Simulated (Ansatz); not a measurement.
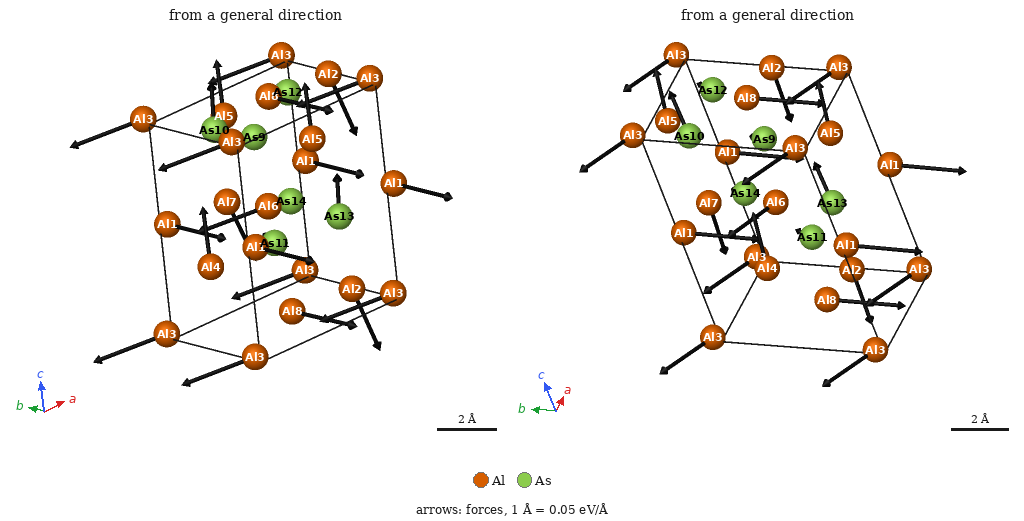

The figure gives a spheres-only picture of the atoms, viewed from two general directions. Atoms at the boundary of the cell (the run's own, in a reduced setting) (the box) are drawn once for each face, edge or corner they touch. The arrows are the computed forces on the atoms.

System: Al₄As₃. Results below were computed with DFT PBE, scalar-relativistic, plane waves, PAW in Ansatz 0.2.0; the settings were a basis cut at 420 eV, k-points about 0.20 Å⁻¹ apart, Gaussian smearing of 0.1 eV, no spin polarisation.

### Could this be the end point of a relaxation?

No. The atoms still feel forces of up to about 0.12 eV/Å, above a usual threshold of 0.01 to 0.03 eV/Å.

The structure comes from a structure type filled with these elements by a generator (whether the compound takes this form wasn't checked). Earlier steps of the study may have refined or changed the cell and positions. A calculation with Ansatz used it as input.
